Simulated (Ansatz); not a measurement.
# Two runs on ZnO

System: ZnO (P6₃mc, 8 atoms in the cell).
Method of run 1: DFT, r2SCAN, plane waves, PAW, no spin polarisation (Ansatz 0.2.0).

The structure was built on a prototype by a generator. The geometry comes from this level: r2SCAN. Text and figures count atoms from 1; the logs count them from 0 in places.

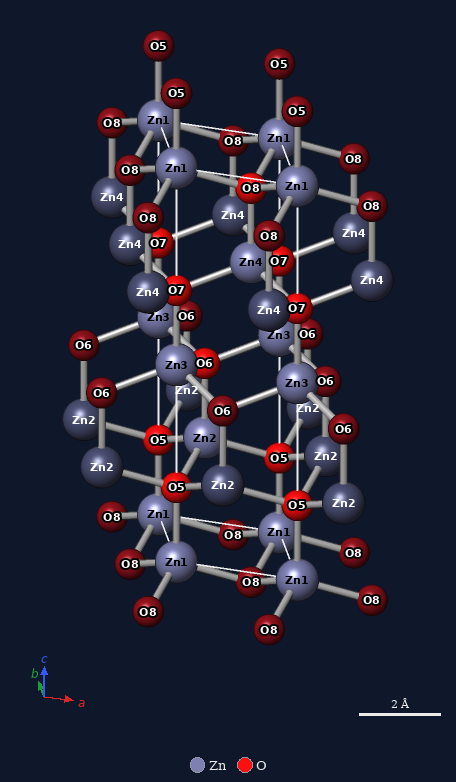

The structure as given in the input (ball-and-stick view of the cell of the calculation, seen at an oblique angle; neighbours outside the cell are drawn fainter; atoms are numbered from 1 in the order of the input). Near neighbours in the crystal (not all of them lie inside the picture): Zn has 4 O at 1.97 to 1.98 Å; O has 4 Zn at 1.97 to 1.98 Å.

## Input, run 1
```yaml
crystal:
  lattice:
    - [3.2264991346, 0.0, 0.0]
    - [-1.6132495673, 2.7942302158, 0.0]
    - [0.0, 0.0, 10.4726020683]
  atoms:
    - { symbol: Zn, position: [0.0, 0.0, -0.0006159377] }
    - { symbol: Zn, position: [0.3333333333, 0.6666666667, 0.2495637823] }
    - { symbol: Zn, position: [0.0, 0.0, 0.4993840623] }
    - { symbol: Zn, position: [0.6666666667, 0.3333333333, 0.7495637823] }
    - { symbol: O, position: [0.0, 0.0, 0.1881525681] }
    - { symbol: O, position: [0.3333333333, 0.6666666667, 0.4378995872] }
    - { symbol: O, position: [0.0, 0.0, 0.6881525681] }
    - { symbol: O, position: [0.6666666667, 0.3333333333, 0.9378995872] }
kpoints:
  mp_grid: { grid: [12, 12, 4] }
  band_path:
    path:
      - [0.0, 0.0, 0.0]
      - [0.5, 0.0, 0.0]
      - [0.3333333333, 0.3333333333, 0.0]
      - [0.0, 0.0, 0.5]
      - [0.5, 0.0, 0.5]
      - [0.3333333333, 0.3333333333, 0.5]
    npoints: 1
hamiltonian:
  xc: r2scan
scf:
  occupations: { method: fixed }
  n_extra_bands: 6
output:
  forces: true
  stress: true
  eigenvalues: true
```

Command:
```bash
ansatz run input.yaml --threads 2 --pin off --max-ram 3686MiB --backend cpu --events-out ev --progress --plain --runs-dir out
```

Hardware: 2 threads of Arm Neoverse V1, 24 GiB of memory available, shared host.

## Output, shortened to warnings, some set-up lines, iterations and results (run 1)
```
Basis set: ecut = 500 eV, 2373 PW (Γ), exchange–correlation on 96×96×320 points (64 copies of the dense FFT grid, shifted against one another)
Symmetry: 12 space group operations
k-points: 57 of 576 (time reversal used)
Initial density: superposition of atomic densities (neutral atoms: chi_scale 0, normalization atom), corrected by the library's trained network
[...]
SCF iter   1: F=—  HF=-15579.626789 eV  |F-HF|=—  |Δ(HF+E_count)|=         —  Δρ=2.02e-2  dr2=1.89e-1  dr2_τ=2.01e-1  ethr=1.77e-3  ⟨swp⟩=4.6  Hψ=7737  notcnv=0  defer=204
SCF iter   2: F=—  HF=-15579.676702 eV  |F-HF|=—  |Δ(HF+E_count)|=   4.99e-2  Δρ=4.99e-3  dr2=1.93e-2  dr2_τ=1.36e-3  ethr=2.63e-4  ⟨swp⟩=2.2  Hψ=4845  notcnv=0  defer=202
SCF iter   3: F=—  HF=-15579.671592 eV  |F-HF|=—  |Δ(HF+E_count)|=   5.11e-3  Δρ=4.80e-3  dr2=1.11e-2  dr2_τ=4.25e-4  ethr=2.68e-5  ⟨swp⟩=2.0  Hψ=4233  notcnv=0  defer=228
SCF iter   4: F=—  HF=-15579.669096 eV  |F-HF|=—  |Δ(HF+E_count)|=   2.50e-3  Δρ=5.71e-4  dr2=2.59e-4  dr2_τ=5.44e-5  ethr=1.55e-5  ⟨swp⟩=3.0  Hψ=4206  notcnv=0  defer=228
SCF iter   5: F=—  HF=-15579.669260 eV  |F-HF|=—  |Δ(HF+E_count)|=   1.64e-4  Δρ=3.09e-4  dr2=5.79e-5  dr2_τ=4.28e-6  ethr=3.60e-7  ⟨swp⟩=2.1  Hψ=3618  notcnv=0  defer=186
SCF iter   6: F=—  HF=-15579.669311 eV  |F-HF|=—  |Δ(HF+E_count)|=   5.09e-5  Δρ=5.02e-5  dr2=2.41e-6  dr2_τ=3.98e-8  ethr=8.04e-8  ⟨swp⟩=2.0  Hψ=3804  notcnv=0  defer=99
SCF iter   7: F=—  HF=-15579.669313 eV  |F-HF|=—  |Δ(HF+E_count)|=   2.23e-6  Δρ=2.67e-5  dr2=5.18e-7  dr2_τ=2.52e-8  ethr=3.34e-9  ⟨swp⟩=2.0  Hψ=4168  notcnv=0  defer=99
SCF iter   8: F=—  HF=-15579.669313 eV  |F-HF|=—  |Δ(HF+E_count)|=   1.04e-7  Δρ=1.32e-5  dr2=1.21e-7  dr2_τ=2.81e-9  ethr=7.19e-10  ⟨swp⟩=2.0  Hψ=4125  notcnv=0  defer=99
SCF iter   9: F=-15579.669313 eV  HF=-15579.669313 eV  |F-HF|=2.33e-8  |Δ(HF+E_count)|=   2.75e-8  Δρ=6.96e-6  dr2=3.72e-8  dr2_τ=3.92e-9  ethr=1.39e-10  ⟨swp⟩=9.9  Hψ=11168  …
SCF 1 converged in 9 iterations: F = -15579.669313 eV  dr2 = 3.72e-8
NSCF: frozen V_eff on 6 k-points
SCF converged after 9 iterations
Free energy (F): -15579.669313 eV
Harris-Foulkes:  -15579.669313 eV  (|F-HF|=2.33e-8)
Internal energy: -15579.669313 eV  (E = F + TS)
E sigma→0 (E₀):  -15579.669313 eV
Fermi energy:    6.976523 eV
--- Per-component energies (eV) ---
  E_band       = 99.235530
  E_kinetic    = 1225.520478
  E_local      = -8000.286152  (includes V_loc(G=0)·N_el)
  E_nonlocal   = 2684.841084
  E_hartree    = 3300.462791
  E_xc         = -785.550592
  E_vxc        = -631.576415  (∫ρ·V_xc dr)
  E_paw        = -8057.751436  (= ΣΔE_a)
  E_vpaw       = -1818.493044  (= ΣTr[D̂ρ^β])
  E_aug_tail   = 0.003612  (compensation charges beyond the density's cutoff)
  E_vtau       = 38.307415  (kinetic-family band-sum trace: ∫τ·v_τ [+ j·A + Jᵃ·Aᵃ] dr)
  E_ewald      = -5946.050860
  E_core_change = -0.858239  (= ΣΔE_core)
  E_smearing   = -0.000000  (= −TS)
  E_closure    = -0.000000  (closes the sum)
  Σ components = -15579.669313   (vs F -15579.669313, Δ=0.00e0)
--- Forces (eV/Å), atoms counted from 1 ---
  atom   1  Zn    -0.00000000    -0.00000000     0.00054348
  atom   2  Zn     0.00000000    -0.00000000     0.00119288
  atom   3  Zn    -0.00000000     0.00000000     0.00054348
  atom   4  Zn     0.00000000     0.00000000     0.00119288
  atom   5  O      0.00000000    -0.00000000    -0.00084876
  atom   6  O      0.00000000     0.00000000    -0.00105814
  atom   7  O      0.00000000     0.00000000    -0.00084876
  atom   8  O     -0.00000000    -0.00000000    -0.00105814
  max |Σ_I F_I| component: 3.41e-4 eV/Å
--- Stress (GPa, compression-positive) ---
       -0.000270       0.000000      -0.000000
        0.000000      -0.000270      -0.000000
       -0.000000       0.000000      -0.001129
  P = ⅓ Tr σ = -0.0006 GPa (-0.006 kbar)
```

Run 2 used a changed input.

## The two runs side by side

| quantity | run 1 | run 2 |
| --- | --- | --- |
| outcome | converged | converged |
| free energy per atom (eV) | −1947.4587 | −1943.4102 |
| gap on the mesh (eV) | 1.18 | 0.75 |
| pressure (GPa) | 0.00 | 6.07 |
| largest force (eV/Å) | 0.001 | 0.007 |
| SCF iterations | 9 | 8 |
| irreducible k-points | 57 | 57 |
| plane waves at Γ | 2373 | 1907 |
| wall time (shared host) | 33 s | 14 s |

What was changed in the input?

The change (lines with − go, lines with + come):
```diff
-  xc: r2scan
+  xc: pbe
```

The total energies belong to different methods, so their difference says nothing on which is more stable or more accurate. The gap on the mesh goes from 1.18 to 0.75 eV. The pressure goes from 0.00 to 6.07 GPa. The functional changes from r2SCAN to PBE. The SCF takes 8 iterations against 9. The default cutoff goes from 500 to 420 eV with the change. The plane waves at Γ go from 2373 to 1907. On the same kind of shared host run 2 took about 0.43 times as long.

## Output, shortened to warnings, some set-up lines, iterations and results (run 2)
```
Basis set: ecut = 420 eV, 1907 PW (Γ), exchange–correlation on 48×48×144 points (8 copies of the dense FFT grid, shifted against one another)
Symmetry: 12 space group operations
k-points: 57 of 576 (time reversal used)
Initial density: superposition of atomic densities (neutral atoms: chi_scale 0, normalization atom), corrected by the library's trained network
[...]
SCF iter   1: F=—  HF=-15547.278141 eV  |F-HF|=—  |Δ(HF+E_count)|=         —  Δρ=6.84e-4  dr2=2.02e-4  ethr=1.77e-3  ⟨swp⟩=4.9  Hψ=7582  notcnv=0  defer=212
SCF iter   2: F=—  HF=-15547.281639 eV  |F-HF|=—  |Δ(HF+E_count)|=   3.50e-3  Δρ=4.96e-4  dr2=1.20e-4  ethr=2.81e-7  ⟨swp⟩=3.0  Hψ=6367  notcnv=0  defer=228
SCF iter   3: F=—  HF=-15547.281742 eV  |F-HF|=—  |Δ(HF+E_count)|=   1.04e-4  Δρ=2.86e-4  dr2=5.23e-5  ethr=1.66e-7  ⟨swp⟩=2.1  Hψ=3888  notcnv=0  defer=190
SCF iter   4: F=—  HF=-15547.281925 eV  |F-HF|=—  |Δ(HF+E_count)|=   1.83e-4  Δρ=1.59e-4  dr2=1.89e-5  ethr=7.26e-8  ⟨swp⟩=2.0  Hψ=4444  notcnv=0  defer=227
SCF iter   5: F=—  HF=-15547.281922 eV  |F-HF|=—  |Δ(HF+E_count)|=   3.37e-6  Δρ=5.22e-5  dr2=2.13e-6  ethr=2.63e-8  ⟨swp⟩=2.1  Hψ=4111  notcnv=0  defer=228
SCF iter   6: F=—  HF=-15547.281922 eV  |F-HF|=—  |Δ(HF+E_count)|=   8.21e-8  Δρ=1.95e-5  dr2=5.10e-7  ethr=2.96e-9  ⟨swp⟩=2.0  Hψ=4117  notcnv=0  defer=227
SCF iter   7: F=—  HF=-15547.281922 eV  |F-HF|=—  |Δ(HF+E_count)|=   1.41e-7  Δρ=1.51e-5  dr2=1.39e-7  ethr=7.09e-10  ⟨swp⟩=2.0  Hψ=4117  notcnv=0  defer=228
SCF iter   8: F=-15547.281922 eV  HF=-15547.281922 eV  |F-HF|=4.23e-9  |Δ(HF+E_count)|=   6.41e-8  Δρ=3.90e-6  dr2=1.26e-8  ethr=1.39e-10  ⟨swp⟩=10.5  Hψ=11191  notcnv=0
SCF 1 converged in 8 iterations: F = -15547.281922 eV  dr2 = 1.26e-8
NSCF: frozen V_eff on 6 k-points
SCF converged after 8 iterations
Free energy (F): -15547.281922 eV
Harris-Foulkes:  -15547.281922 eV  (|F-HF|=4.23e-9)
Internal energy: -15547.281922 eV  (E = F + TS)
E sigma→0 (E₀):  -15547.281922 eV
Fermi energy:    7.350319 eV
--- Per-component energies (eV) ---
  E_band       = 137.592367
  E_kinetic    = 1224.690290
  E_local      = -7971.634425  (includes V_loc(G=0)·N_el)
  E_nonlocal   = 2670.545423
  E_hartree    = 3276.200308
  E_xc         = -840.457629
  E_vxc        = -580.460446  (∫ρ·V_xc dr)
  E_paw        = -7960.583461  (= ΣΔE_a)
  E_vpaw       = -1757.958636  (= ΣTr[D̂ρ^β])
  E_aug_tail   = 0.008432  (compensation charges beyond the density's cutoff)
  E_ewald      = -5946.050860
  E_smearing   = -0.000000  (= −TS)
  E_closure    = -0.000000  (closes the sum)
  Σ components = -15547.281922   (vs F -15547.281922, Δ=0.00e0)
--- Forces (eV/Å), atoms counted from 1 ---
  atom   1  Zn     0.00000000    -0.00000000     0.00717123
  atom   2  Zn     0.00000000    -0.00000000    -0.00312938
  atom   3  Zn     0.00000000     0.00000000     0.00717123
  atom   4  Zn    -0.00000000     0.00000000    -0.00312938
  atom   5  O      0.00000000    -0.00000000    -0.00502020
  atom   6  O     -0.00000000     0.00000000     0.00097167
  atom   7  O      0.00000000     0.00000000    -0.00502020
  atom   8  O     -0.00000000    -0.00000000     0.00097167
  max |Σ_I F_I| component: 1.34e-5 eV/Å
--- Stress (GPa, compression-positive) ---
        6.046570       0.000000       0.000000
       -0.000000       6.046570       0.000000
        0.000000       0.000000       6.116553
  P = ⅓ Tr σ = 6.0699 GPa (60.699 kbar)
```

For run 2: The cell is under a pressure of 6.1 GPa at this level, so it is not at its equilibrium volume.
